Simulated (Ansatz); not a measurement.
**Run report: TaN, single-point calculation (part 1 of 2)**

TaN (P-62m, 6 atoms in the cell), computed with DFT LDA+U, scalar-relativistic, plane waves, PAW, Ueff = 3 eV on Ta atom 1 d; Ueff = 3 eV on Ta atom 2 d; Ueff = 3 eV on Ta atom 3 d, spin-polarised (Ansatz 0.2.0).

The structure derives from an entry of the Crystallography Open Database. It belongs to a series of runs on one base structure; here: from atoms, default search. Figures and captions count atoms from 1; the log counts them from 0 in places.

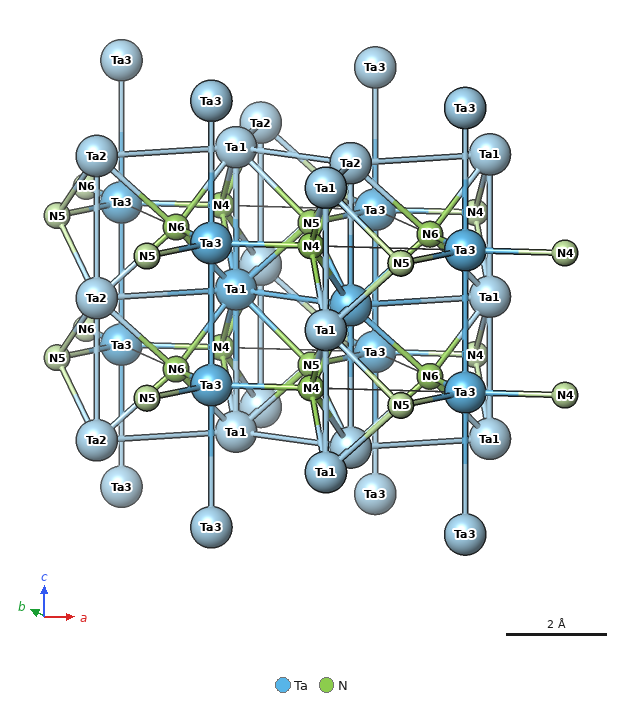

**Figure 1.** The input geometry (ball-and-stick view of the cell of the calculation, seen slightly off an axis; neighbours outside the cell are drawn fainter; atoms are numbered from 1 in the order of the input).

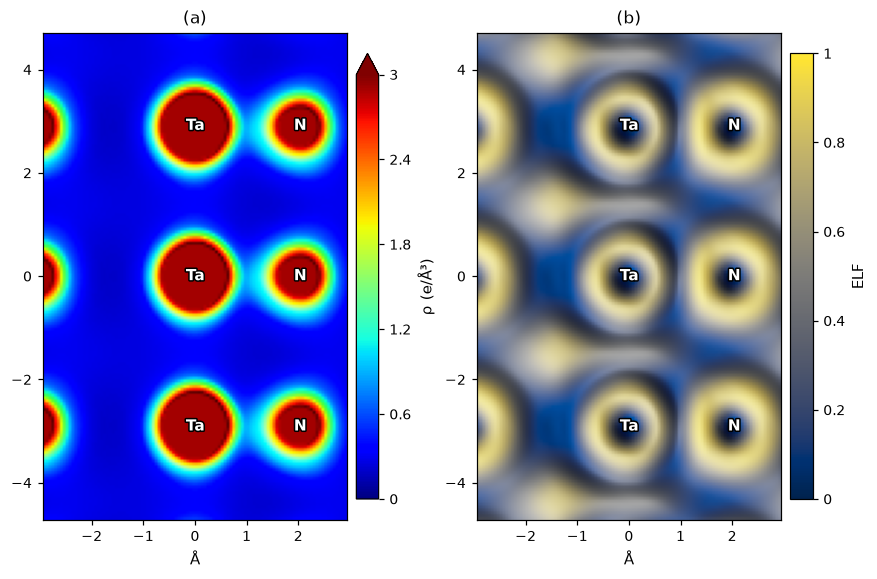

**Figure 2.** (a) valence charge density (pseudo); (b) ELF on the (010) plane of the conventional cell. Atoms in the plane: Ta and N. Ta–N (2.04 Å): ρ at the midpoint is about 0.87 e/Å³; the ELF is about 0.30 at the midpoint; no shared pair; the contact is polar. Ta–Ta (2.91 Å): the density is about 0.34 e/Å³ at the midpoint; the ELF is about 0.45 at the midpoint (no shared electron pair). Away from the nuclei the density in this plane falls to 0.12 e/Å³ at its lowest.  The strong features right at Ta lie inside the PAW spheres (semicore, d or f shells) and say nothing about bonding. The fields are those of the smooth PAW valence density.

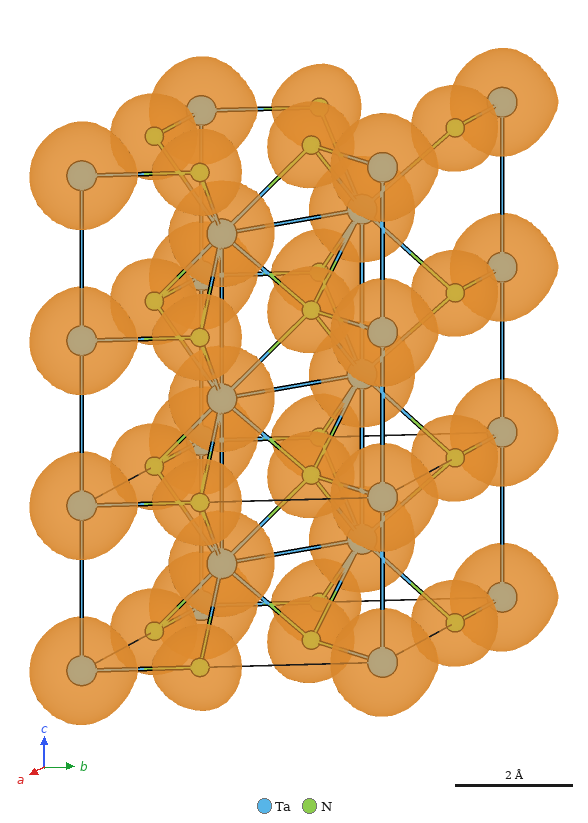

**Figure 3.** Isosurface of the valence pseudo-density at 1 e/Å³ (orange), seen slightly off an axis. Sticks mark near contacts. The outline is the cell set on symmetry axes. At this value the density breaks into separate islands; it holds about 65 % of the electrons treated as valence (semicore included). It is pinched off along the Ta–N (2.04 Å), Ta–Ta (2.91 Å), Ta–N (2.16 Å) and Ta–Ta (3.00 Å) contacts. On the grid the lowest density along these lines, outside the cores, is 0.85 e/Å³ (Ta–N, 2.04 Å), 0.3 e/Å³ (Ta–Ta, 2.91 Å), 0.62 e/Å³ (Ta–N, 2.16 Å) and 0.27 e/Å³ (Ta–Ta, 3.00 Å).

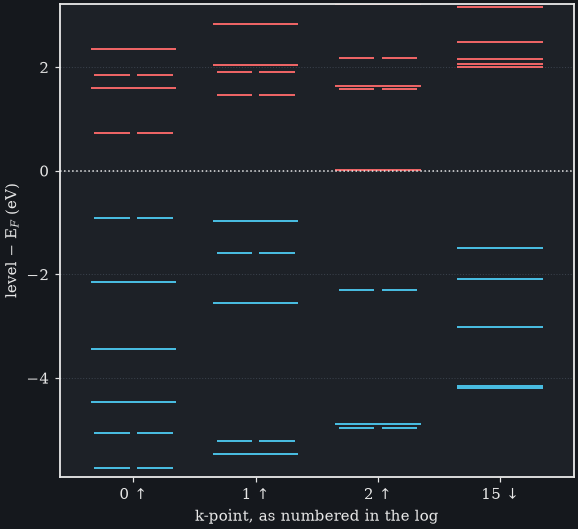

**Figure 4.** Kohn–Sham levels near the Fermi level (dotted) at the few k-points that the log prints; levels within 0.02 eV of each other stand side by side. The system is metallic on the full mesh.

The input that produced these results follows, with the program's output.

**Input file**
```yaml
crystal:
  lattice:
    - [5.19600015, 0.0, 0.0]
    - [-2.59800008, 4.49986813, 0.0]
    - [0.0, 0.0, 2.9109996]
  atoms:
    - { symbol: Ta, position: [0.3333333333, 0.6666666667, 0.5], spin: 2.0 }
    - { symbol: Ta, position: [0.6666666667, 0.3333333333, 0.5], spin: 2.0 }
    - { symbol: Ta, position: [0.0, 0.0, 0.0], spin: 2.0 }
    - { symbol: "N", position: [0.39285, 0.0, 0.0] }
    - { symbol: "N", position: [0.60715, 0.60715, 0.0] }
    - { symbol: "N", position: [0.0, 0.39285, 0.0] }
basis:
  ecutwfc: 420
  ecutrho_ratio: 4
kpoints:
  mp_grid: { grid: [4, 4, 6] }
hamiltonian:
  xc: lda
  hubbard:
    sites:
      - { site: 0, l: d, u_eff: 3.0 }
      - { site: 1, l: d, u_eff: 3.0 }
      - { site: 2, l: d, u_eff: 3.0 }
scf:
  occupations: { method: gaussian, width: 0.05 }
output:
  forces: true
  stress: true
  eigenvalues: true
  populations: true
  hubbard: { sites: [{ site: 0, l: d }, { site: 1, l: d }, { site: 2, l: d }] }
  write_density: true
  write_potential: true
  elf: true
  volumetric_format: npy
magnetization:
  spin_polarized: true
```

Launch command:
```bash
ansatz run input.yaml --threads 4 --pin off --max-ram 6144MiB --backend cpu --events-out ev --progress --plain --runs-dir out
```

**Log**
```
Ta: projections on atomic orbitals take those of the free atom [Kr 4d10 4f14] 5s2 5p6 5d3 6s2, of charge +0.00 (hamiltonian.pseudopotentials.projection_atoms); the dataset's partial waves leave at most 6.0e-5 of an orbital's norm unspanned inside its sphere
N: projections on atomic orbitals take those of the free atom [He] 2s2 2p3, of charge +0.00 (hamiltonian.pseudopotentials.projection_atoms); the dataset's partial waves leave at most 9.3e-9 of an orbital's norm unspanned inside its sphere
Engine: ansatz 0.2.0, aarch64-unknown-linux-gnu
Pseudopotentials: kind: paw
Pseudopotential: Ta, paw, valence charge 13, recommended cutoff 420 eV (normal), Ta.paw.azcp
Pseudopotential: N, paw, valence charge 5, recommended cutoff 420 eV (normal), N.paw.azcp
Functional definition: SPW92
  exchange = slater_x
  correlation = pw_c
Crystal: 6 atoms, lattice volume = 68.063 Å³
Basis set: ecut = 420 eV, 1287 PW (Γ)
Bands: 36, of which v1, the nominal top of the filled ones, is band 27 counted from 1 (26 counted from 0)
Symmetry: 12 space group operations
Space group: P-62m (ITA 189), of the structure as read, at distance tolerance 4.1e-5 Å
Magnetic group: BNS 189.221 (UNI 1451), of the structure as read, at distance tolerance 4.1e-5 Å
k-points: 16 of 96 (time reversal used)
Non-local potential: Ta, projectors of the file, l = 0: 3, l = 1: 2, l = 2: 2, l = 3: 1
Non-local potential: N, projectors of the file, l = 0: 2, l = 1: 2, l = 2: 1
PAW form: soft (Blöchl's): semilocal exchange-correlation on the pseudo side does not see the compensation charge
PAW frozen core: Ta, regenerated for the run's functional, and the local potential with it (the file was generated under x = pbe(κ = 0.804, μ = 0.2195149727645171), c = pbe(β = 0.06672455060314922))
PAW frozen core: N, regenerated for the run's functional, and the local potential with it (the file was generated under x = pbe(κ = 0.804, μ = 0.2195149727645171), c = pbe(β = 0.06672455060314922))
PAW one-centre angular grid: Ta, 590 points (default); XC on 64 Gauss nodes
PAW one-centre angular grid: N, 110 points (default); XC on 64 Gauss nodes
Initial density: superposition of atomic densities (chi_scale 0.1, normalization cell, long waves kept (reshape's long-wave potential 0.01 eV rms))
Starting moments: Σ|m| = 6 μB on 3 of 6 sites
Initial wavefunctions: pseudopotential atomic-orbital guess
Functional: x = slater, c = lda
```
